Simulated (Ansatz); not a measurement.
**N (cell with a defect): density, localisation and related maps**

Input file:

```
crystal:
  lattice:
    - [8.734227615, -1.0e-10, 7.4219008384]
    - [-4.3671138074, 7.564062997, 7.4219008384]
    - [-4.3671138075, -7.564062997, 7.4219008384]
  atoms:
    - { symbol: "N", position: [0.1080357304, 0.774702397, 0.4413690637] }
    - { symbol: "N", position: [0.4413690637, 0.1080357304, 0.774702397] }
    - { symbol: "N", position: [0.6080357304, 0.274702397, 0.4413690637] }
    - { symbol: "N", position: [0.9413690637, 0.6080357304, 0.774702397] }
    - { symbol: "N", position: [0.1080357304, 0.274702397, 0.9413690637] }
    - { symbol: "N", position: [0.4413690637, 0.6080357304, 0.274702397] }
    - { symbol: "N", position: [0.774702397, 0.9413690637, 0.6080357304] }
    - { symbol: "N", position: [0.274702397, 0.9413690637, 0.1080357304] }
    - { symbol: "N", position: [0.774702397, 0.4413690637, 0.1080357304] }
    - { symbol: "N", position: [0.6080357304, 0.774702397, 0.9413690637] }
    - { symbol: "N", position: [0.9413690637, 0.1080357304, 0.274702397] }
    - { symbol: "N", position: [0.225297603, 0.3919642696, 0.5586309363], spin: 1.0 }
    - { symbol: "N", position: [0.0586309363, 0.725297603, 0.3919642696] }
    - { symbol: "N", position: [0.3919642696, 0.0586309363, 0.725297603] }
    - { symbol: "N", position: [0.5586309363, 0.225297603, 0.3919642696] }
    - { symbol: "N", position: [0.8919642696, 0.5586309363, 0.725297603] }
    - { symbol: "N", position: [0.0586309363, 0.225297603, 0.8919642696] }
    - { symbol: "N", position: [0.3919642696, 0.5586309363, 0.225297603] }
    - { symbol: "N", position: [0.725297603, 0.8919642696, 0.5586309363] }
    - { symbol: "N", position: [0.225297603, 0.8919642696, 0.0586309363] }
    - { symbol: "N", position: [0.725297603, 0.3919642696, 0.0586309363] }
    - { symbol: "N", position: [0.5586309363, 0.725297603, 0.8919642696] }
    - { symbol: "N", position: [0.8919642696, 0.0586309363, 0.225297603] }
    - { symbol: "N", position: [0.6080357304, 0.4413690637, 0.774702397] }
    - { symbol: "N", position: [0.4413690637, 0.774702397, 0.6080357304] }
    - { symbol: "N", position: [0.774702397, 0.1080357304, 0.9413690637] }
    - { symbol: "N", position: [0.9413690637, 0.274702397, 0.6080357304] }
    - { symbol: "N", position: [0.274702397, 0.6080357304, 0.9413690637] }
    - { symbol: "N", position: [0.4413690637, 0.274702397, 0.1080357304] }
    - { symbol: "N", position: [0.774702397, 0.6080357304, 0.4413690637] }
    - { symbol: "N", position: [0.1080357304, 0.9413690637, 0.774702397] }
    - { symbol: "N", position: [0.6080357304, 0.9413690637, 0.274702397] }
    - { symbol: "N", position: [0.1080357304, 0.4413690637, 0.274702397] }
    - { symbol: "N", position: [0.9413690637, 0.774702397, 0.1080357304] }
    - { symbol: "N", position: [0.274702397, 0.1080357304, 0.4413690637] }
    - { symbol: "N", position: [0.5586309363, 0.3919642696, 0.725297603] }
    - { symbol: "N", position: [0.3919642696, 0.725297603, 0.5586309363] }
    - { symbol: "N", position: [0.725297603, 0.0586309363, 0.8919642696] }
    - { symbol: "N", position: [0.8919642696, 0.225297603, 0.5586309363] }
    - { symbol: "N", position: [0.225297603, 0.5586309363, 0.8919642696] }
    - { symbol: "N", position: [0.3919642696, 0.225297603, 0.0586309363] }
    - { symbol: "N", position: [0.725297603, 0.5586309363, 0.3919642696] }
    - { symbol: "N", position: [0.0586309363, 0.8919642696, 0.725297603] }
    - { symbol: "N", position: [0.5586309363, 0.8919642696, 0.225297603] }
    - { symbol: "N", position: [0.0586309363, 0.3919642696, 0.225297603] }
    - { symbol: "N", position: [0.8919642696, 0.725297603, 0.0586309363] }
    - { symbol: "N", position: [0.225297603, 0.0586309363, 0.3919642696] }
  host:
    lattice:
      - [4.3671138075, 0.0, 0.0]
      - [-2.1835569037, 3.7820314985, 0.0]
      - [0.0, 0.0, 7.4219008384]
    atoms:
      - { symbol: "N", position: [0.3333333333, 0.6666666667, 0.3241071911] }
      - { symbol: "N", position: [0.3333333333, 0.6666666667, 0.1758928089] }
      - { symbol: "N", position: [0.6666666667, 0.3333333333, 0.8241071911] }
      - { symbol: "N", position: [0.6666666667, 0.3333333333, 0.6758928089] }
basis:
  ecutwfc: 420
  xc_grid: 2
kpoints:
  mp_grid: { grid: [2, 2, 2], shift: [0.5, 0.5, 0.5] }
hamiltonian:
  xc: pbesol
scf:
  occupations: { method: gaussian, width: 0.01 }
output:
  forces: true
  stress: false
  eigenvalues: true
  populations: true
  charged_corrections:
    defect_position: [0.2747024, 0.44136906, 0.60803573]
    epsilon: [[1.3646, 0.0, 0.0], [0.0, 1.3646, 0.0], [0.0, 0.0, 1.5582]]
  write_density: true
  write_potential: true
  elf: true
  volumetric_format: npy
magnetization:
  spin_polarized: true
relax:
  adjacent_minimum: "off"
  f_tol: 0.025
  max_steps: 45
```

Launched as:

```sh
ansatz run input.yaml --threads 4 --pin off --max-ram 6144MiB --backend cpu --events-out ev --progress --plain --runs-dir out
```

The fields are those of the relaxed geometry.

Spin-polarised.

The calculation used Ansatz, DFT PBEsol, scalar-relativistic, plane waves, PAW.

Core electrons are frozen (PAW), and the valence fields are smoothed inside the atomic spheres.

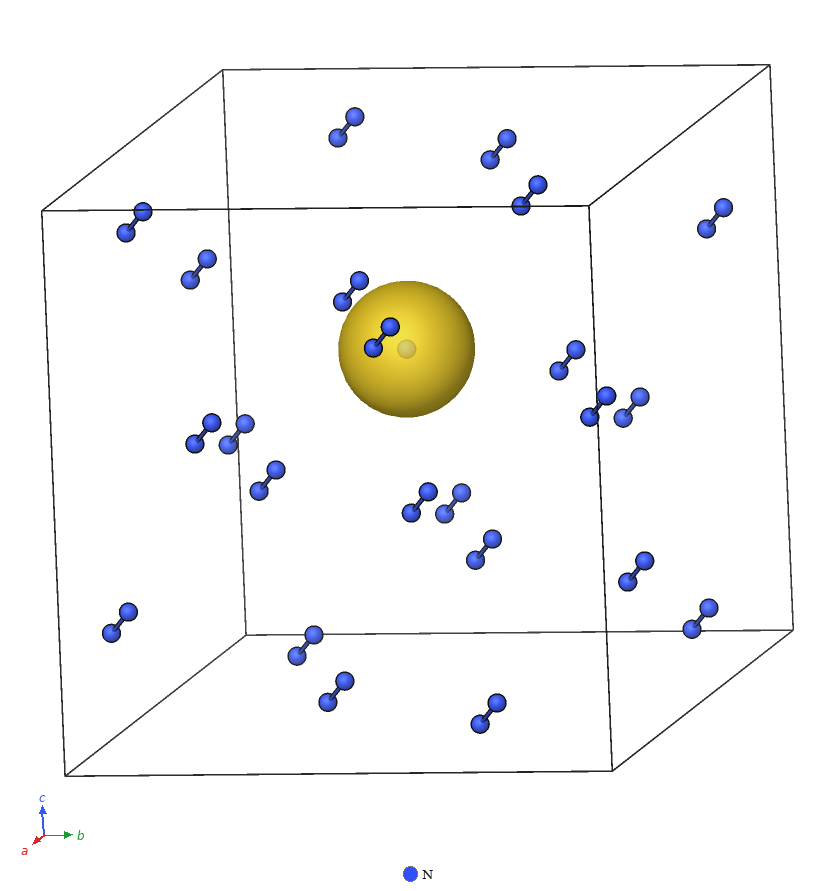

Figure 1. Isosurface of the magnetisation density (up minus down) at +0.04 e/Å³ (yellow), seen slightly off an axis. Sticks mark near contacts.

Which atoms carry the moments, and with what signs?

The spin density sits on N: +2.9 μB in one cell of 47 atoms: a single local moment. The cell of the calculation (47 atoms) carries 3.0 μB of net spin moment.

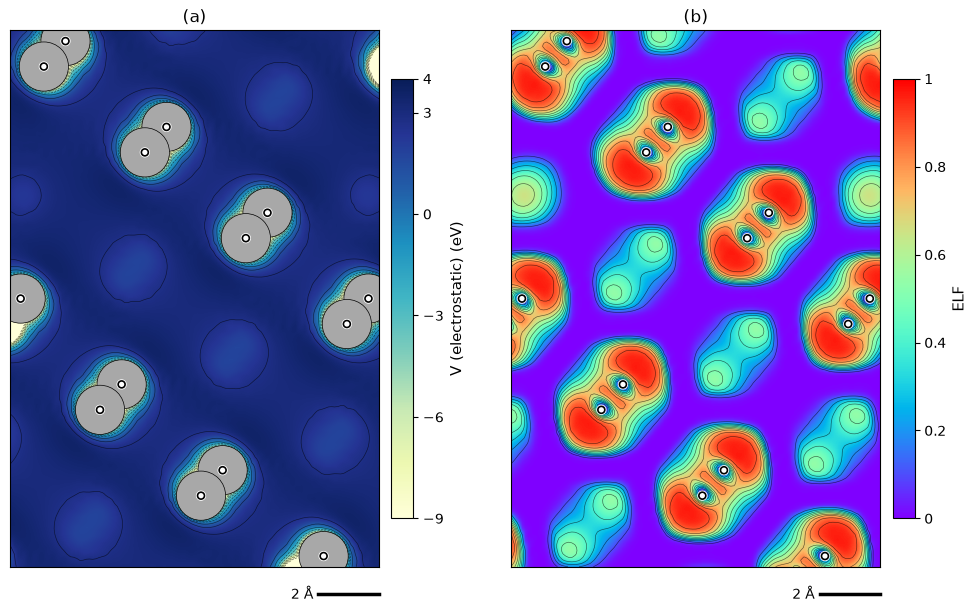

Figure 2. (a) electrostatic potential energy of an electron; (b) electron localisation function on the (11̄0) plane of the calculation cell. Circles mark the nuclei in the plane (N). Grey discs cover the atomic cores in the potential map.

Describe what can be read from this map.

The plane passes through N nuclei.
N–N (1.10 Å): the ELF peaks at about 0.85 between the atoms (inside overlapping PAW spheres, so only a guide): a short, multiple covalent bond.
The ELF also peaks beside N, away from the bonds: non-bonding electrons, paired or unpaired.
Outside the cores the potential energy rises away from the atoms and is highest about 1.5 Å from the nearest atoms; its zero is arbitrary.

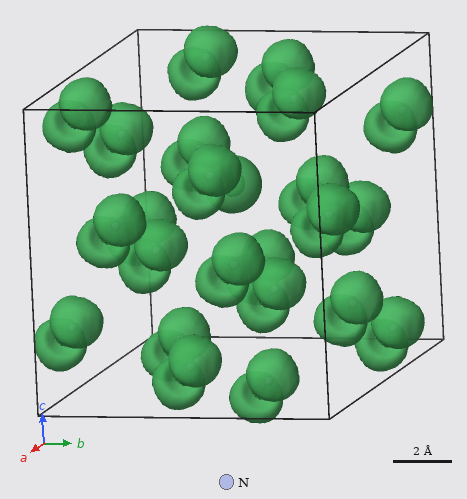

Figure 3. Isosurface of the ELF at 0.8 (green), seen slightly off an axis. Core shells and regions of very low density are left out. Sticks mark near contacts.

Where are the electrons localised?

The surface consists of 23 regions between bonded N–N atoms (shared pairs), 46 lobes on N, pointing away from the bonds (non-bonding electrons) and one region wrapped around N (its valence shell), counted in one cell of 47 atoms. Regions shared between cells count once.

Does the calculation make it a metal, or give it a gap?

It is gapped, with a Kohn–Sham gap of 4.2 eV on the k-point mesh (the band edges may lie off the mesh, which would make the gap smaller).
